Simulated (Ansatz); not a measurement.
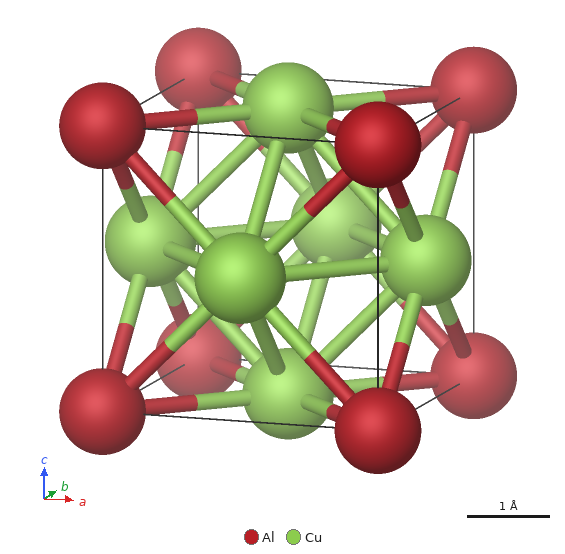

An orthographic ball-and-stick view of the structure, slightly off an axis. The edges of the conventional unit cell are marked.

AlCu$_{3}$, space group Pm-3m (No. 221), a = 3.60 Å, b = 3.60 Å, c = 3.60 Å, α = 90.00°, β = 90.00°, γ = 90.00°.

Results below were computed with DFT PBEsol, scalar-relativistic, plane waves, PAW in Ansatz; the settings were a 420 eV plane-wave basis, a 12×12×12 k-point grid, Gaussian smearing of 0.1 eV, no spin polarisation.

Predict the gap.

A metal: bands cross the Fermi level.

How far is the cell from zero pressure?

The computed pressure is 5.0 GPa (compressed: it would expand).

The starting point was a structure listed in the Materials Project. The cell was then strained or its atoms displaced on purpose. It went into a calculation with Ansatz.

At this level of theory the cell isn't at rest (compressed, at 5 GPa), so its distances can differ from those at equilibrium, the more so the softer the solid.
